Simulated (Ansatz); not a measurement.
# Calculations on H$_{12}$CO$_{5}$

**1. Relaxation**

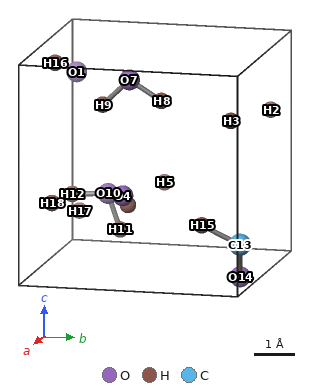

This is the input geometry for a relaxation of an amorphous cell of composition H$_{12}$CO$_{5}$. The picture is a ball-and-stick view of the cell of the calculation, seen slightly off an axis.

The cell holds 4 H2O + 1 CH3OH. The run prepares the start of a later molecular dynamics calculation, from a guessed geometry.

Theory: DFT PBE-D3(BJ), scalar-relativistic, plane waves, PAW in Ansatz 0.2.0.

Input file:
```yaml
accuracy: low
crystal:
  lattice:
    - [5.718479, 0.0, 0.0]
    - [0.0, 5.718479, 0.0]
    - [0.0, 0.0, 5.718479]
  atoms:
    - { symbol: O, position: [0.0996721, 1.0440399, 0.7838685] }
    - { symbol: H, position: [0.197953, 0.954177, 0.6792107] }
    - { symbol: H, position: [-0.0463908, 0.9583319, 0.7866099] }
    - { symbol: O, position: [0.9019699, 0.45216, 0.4098368] }
    - { symbol: H, position: [1.0117223, 0.4229989, 0.2841714] }
    - { symbol: H, position: [0.7502676, 0.4381147, 0.3358309] }
    - { symbol: O, position: [0.7433143, 0.4431866, 0.9020438] }
    - { symbol: H, position: [0.7359779, 0.5869302, 0.8127594] }
    - { symbol: H, position: [0.7443934, 0.3216736, 0.7840557] }
    - { symbol: O, position: [0.4117171, 0.2639545, 0.3082517] }
    - { symbol: H, position: [0.4118902, 0.3190197, 0.1480782] }
    - { symbol: H, position: [0.3942275, 0.0961015, 0.2938564] }
    - { symbol: C, position: [0.8521972, 0.9751589, 0.2043123] }
    - { symbol: O, position: [0.6874948, 0.9353494, 0.0220882] }
    - { symbol: H, position: [0.8792865, 0.8069064, 0.2895111] }
    - { symbol: H, position: [0.6612491, 1.0837164, -0.0558301] }
    - { symbol: H, position: [1.0208544, 1.0374912, 0.1375892] }
    - { symbol: H, position: [0.7874885, 1.0998302, 0.3348971] }
basis:
  ecutwfc: 420.0
kpoints:
  mp_grid: { grid: [1, 1, 1] }
hamiltonian:
  xc: pbe
  dispersion: d3bj
scf:
  occupations: { method: fermi_dirac, width: 0.02 }
  lower_state_search: "off"
relax:
  f_tol: 0.3
  max_steps: 15
  adjacent_minimum: "off"
output:
  write_density: true
  write_potential: true
  elf: true
  volumetric_format: npy
```

Run as
```bash
ansatz run input.yaml --threads 1 --pin off --max-ram 3072MiB --backend cpu --events-out ev --progress --plain --runs-dir out
```

> What does the optimiser find from here?

The energy falls by 1.565 eV per cell of the calculation in 12 geometry steps. The largest force component goes from 0.86 to 0.23 eV/Å. The largest move is that of O1, 1.50 Å roughly along [2 −1 −2]. By element the largest moves are O 1.50 Å, H 1.28 Å, C 0.17 Å. The cell stays as it was. Among the contacts that change: O10–H12 0.969 → 0.990 Å, C13–H18 1.097 → 1.117 Å, O4–H6 0.969 → 0.978 Å, C13–H17 1.097 → 1.106 Å. Bond angles that change, for instance: H11–O10–H12 104.0° → 108.0°.

Final geometry:

```xyz
18
Lattice="5.7185 0.0000 0.0000 0.0000 5.7185 0.0000 0.0000 0.0000 5.7185" Properties=species:S:1:pos:R:3 pbc="T T T"
O     1.4657    5.3558    3.4486
H     1.5635    4.3950    3.3239
H     0.5104    5.4659    3.5924
O     5.2520    2.7506    2.9414
H     0.3706    2.4128    2.5288
H     4.5757    2.6738    2.2384
O     3.3441    2.5667    4.9711
H     3.3524    3.4906    5.2996
H     4.0840    2.5556    4.3198
O     1.9725    1.8844    1.9605
H     2.1848    1.8411    1.0104
H     1.9338    0.9580    2.3088
C     4.9177    5.4923    1.0230
O     3.8504    5.3725    0.0916
H     5.3724    4.5000    1.1287
H     3.6051    0.5427    5.4974
H     5.6943    0.4816    0.6773
H     4.5381    0.0944    2.0231
```

The end point in the same view:

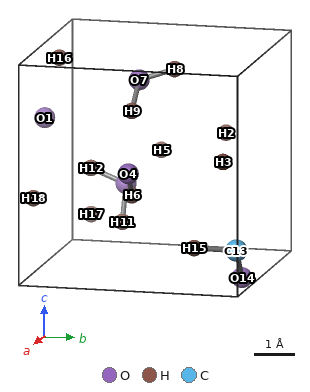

Limits of the set-up: the program's low-accuracy preset was used; the periodic images lie only 5.7 Å apart, so the values are limited by the cell's size.

**2. Dynamics**

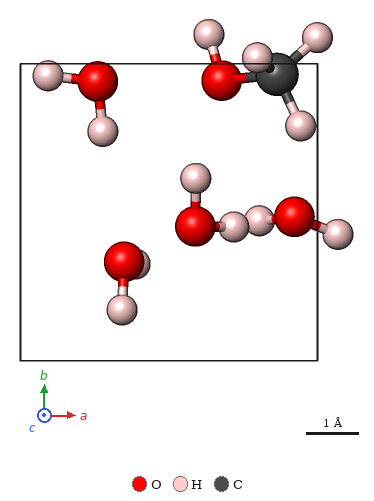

Starting frame of a dynamics run of a periodic cell with 4 H2O + 1 CH3OH at 0.924 g/cm³. The picture is a ball-and-stick view of the simulation cell, seen along the c axis.

Level of theory: Ansatz, DFT PBE-D3(BJ), scalar-relativistic, plane waves, PAW.

The input:
```yaml
accuracy: low
crystal:
  lattice:
    - [5.718479, 0.0, 0.0]
    - [0.0, 5.718479, 0.0]
    - [0.0, 0.0, 5.718479]
  atoms:
    - { symbol: O, position: [0.25630741, 0.93658276, 0.60305751] }
    - { symbol: H, position: [0.27341399, 0.76855627, 0.5812528] }
    - { symbol: H, position: [0.08925473, 0.95583117, 0.62821339] }
    - { symbol: O, position: [0.91841743, 0.48100075, 0.51436663] }
    - { symbol: H, position: [1.06480471, 0.42193482, 0.44221569] }
    - { symbol: H, position: [0.80016784, 0.46757569, 0.3914359] }
    - { symbol: O, position: [0.58479678, 0.44885137, 0.86929853] }
    - { symbol: H, position: [0.58623266, 0.61041121, 0.92675505] }
    - { symbol: H, position: [0.71418154, 0.44689695, 0.75540299] }
    - { symbol: O, position: [0.34493266, 0.32952653, 0.34283935] }
    - { symbol: H, position: [0.38205303, 0.32194942, 0.17669521] }
    - { symbol: H, position: [0.33816325, 0.16752802, 0.40374844] }
    - { symbol: C, position: [0.85997231, 0.96045209, 0.17889259] }
    - { symbol: O, position: [0.67332578, 0.93950405, 0.01601915] }
    - { symbol: H, position: [0.93947581, 0.78692056, 0.19737966] }
    - { symbol: H, position: [0.63042175, 1.09489629, -0.03866519] }
    - { symbol: H, position: [0.9957791, 1.08422128, 0.11844428] }
    - { symbol: H, position: [0.79358422, 1.01650177, 0.35378922] }
basis:
  ecutwfc: 420.0
kpoints:
  mp_grid: { grid: [1, 1, 1] }
hamiltonian:
  xc: pbe
  dispersion: d3bj
scf:
  occupations: { method: fermi_dirac, width: 0.02 }
  lower_state_search: "off"
md:
  timestep: 0.5
  n_steps: 140
  ensemble: nvt_langevin
  temperature: 1500.0
  initial_velocities: maxwell_boltzmann
  seed: 453418
  friction: 0.02
  masses: [{ species: H, mass: 2.014 }]
```

Command:
```bash
ansatz run input.yaml --threads 1 --pin off --max-ram 3072MiB --backend cpu --events-out ev --progress --plain --runs-dir out
```

Question: Predict how the run goes.

Answer: Over the second half the temperature averages 1453 K (spread ±106 K). The potential energy in the second half lies on average 126 meV per atom above the first frame. In the second half of the run the atoms are, in the root-mean-square, this far from where they began (common drift taken out): H 0.87 Å, C 0.56 Å, O 0.49 Å. The heavy atoms stay within a fraction of a molecule's size of their starting places; so short a run doesn't tell a liquid from a solid.

Along the run (each row but the first and the last is the mean over the interval that it begins):

```json
{"time (fs)": "0.0", "potential energy (meV/atom)": "0.0", "T (K)": "1417"}
{"time (fs)": "11.5", "potential energy (meV/atom)": "88.6", "T (K)": "1216"}
{"time (fs)": "23.0", "potential energy (meV/atom)": "121.6", "T (K)": "1376"}
{"time (fs)": "34.5", "potential energy (meV/atom)": "133.8", "T (K)": "1503"}
{"time (fs)": "46.0", "potential energy (meV/atom)": "112.4", "T (K)": "1476"}
{"time (fs)": "57.5", "potential energy (meV/atom)": "128.7", "T (K)": "1426"}
{"time (fs)": "69.0", "potential energy (meV/atom)": "141.8", "T (K)": "1413"}
```

The paths of the atoms:

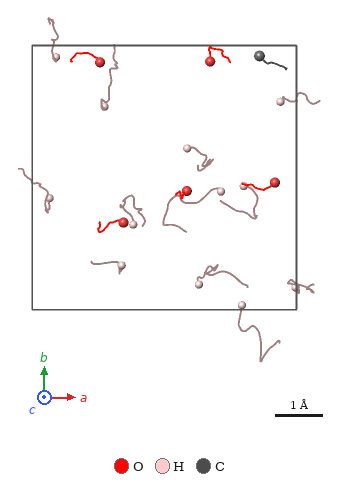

Limits of the set-up: the program's low-accuracy preset was used; masses were changed (H 2.014 u), which shifts the vibrations; the periodic images lie only 5.7 Å apart, so the values are limited by the cell's size.

**3. Dynamics**

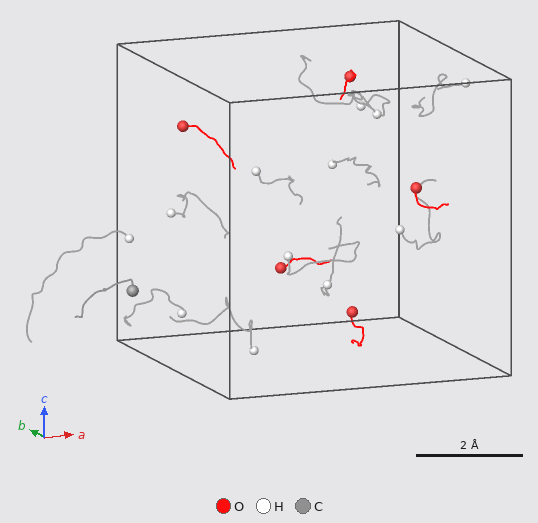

A Born-Oppenheimer molecular dynamics run of a periodic cell with 4 H2O + 1 CH3OH at 0.924 g/cm³, 90 fs long. It starts from the last geometry of an earlier run, with fresh velocities. Lines trace each atom's path, in the colour of its element; spheres stand at the starting positions. Seen slightly off an axis in the simulation cell.

Level of theory: DFT PBE-D3(BJ), scalar-relativistic, plane waves, PAW in Ansatz 0.2.0. Set-up: plane-wave cutoff 420 eV; k-point mesh 1 × 1 × 1; Fermi-Dirac smearing 0.02 eV; low-accuracy preset; Langevin thermostat and barostat (NPT); set temperature 1500 K; time step 0.5 fs; H given the mass 2.014 u; friction 0.01 per fs; target pressure 5 GPa.

> What do the traces tell about the motion?

In the second half of the run the atoms are, in the root-mean-square, this far from where they began (common drift taken out): H 1.31 Å, C 0.96 Å, O 0.80 Å. The molecules turn and drift from their places. The mean temperature in the second half is 1521 K (standard deviation 240 K). The pressure hasn't settled at its target of 5.0 GPa. The potential energy in the second half lies on average 21.5 meV per atom below the first frame. The mean pressure there is 1.2 GPa. The volume ends −10.8 % from the start. The conserved quantity stays between −0.24 and 0.54 meV per atom of its start. A straight-line fit has a slope that amounts to +0.11 meV per atom over 90 fs (under 0.1 % of the mean kinetic energy), and the ripple about it is 0.5 % of the kinetic energy's fluctuation. With a drift under 2 % and a ripple under 7 %, the integration is accurate.

Limits of the set-up: the program's low-accuracy preset was used; masses were changed (H 2.014 u), which shifts the vibrations; the periodic images lie only 5.7 Å apart, so the values are limited by the cell's size.
